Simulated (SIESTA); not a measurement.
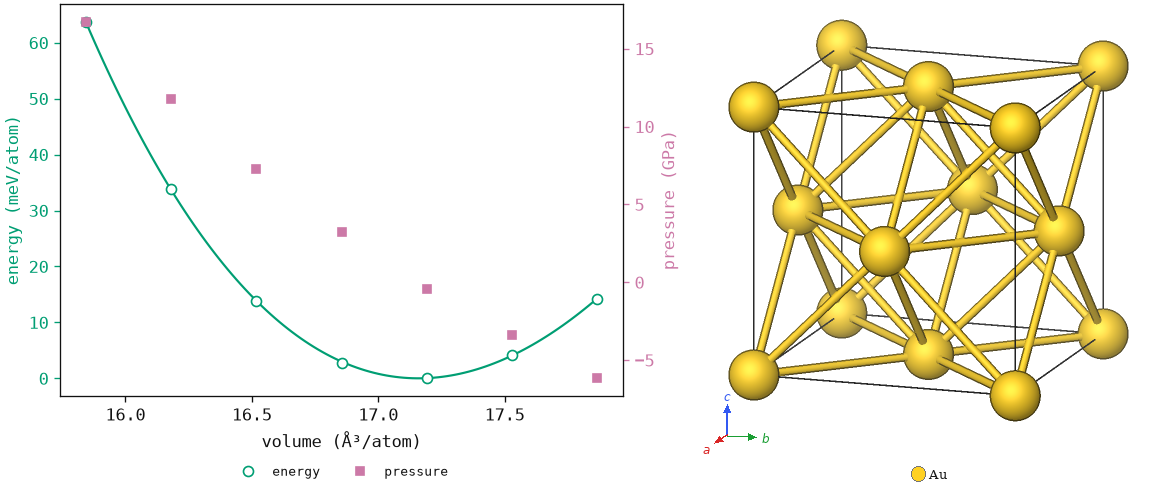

Plotted: energy and pressure against volume for Au, space group Fm-3m (No. 225). The conventional cell is drawn beside the plot.

Cell as given: a = 2.878 Å, b = 2.878 Å, c = 2.878 Å, α = 60.00°, β = 60.00°, γ = 60.00°; 1 atom.

Method: DFT in numerical atomic orbitals with pseudopotentials, no spin polarisation; energies at scaled volumes of the given cell, shape and fractions fixed, counted from the fit's minimum, third-order Birch-Murnaghan fit (SIESTA 5.4.2). Level: PBEsol.

- k mesh: 11×11×11
- occupations: Fermi–Dirac
- smearing width: 0.05 eV
- potentials: PseudoDojo 0.4 standard, converted to PSML, two zetas on semicore shells
- program settings: basis DZP, mesh cutoff 800 Ry

Give the values behind the plot as a table.

| volume (Å³/atom) | energy (meV/atom) | pressure (GPa) |
| --- | --- | --- |
| 15.84 | 63.64 | 16.71 |
| 16.18 | 33.85 | 11.76 |
| 16.52 | 13.90 | 7.30 |
| 16.85 | 2.76 | 3.24 |
| 17.19 | 0.09 | −0.44 |
| 17.53 | 4.21 | −3.40 |
| 17.87 | 14.20 | −6.17 |

Limits of the calculation: mulliken charges of long orbitals; short basis over semicore shells; spin-orbit coupling left out, heavy elements.
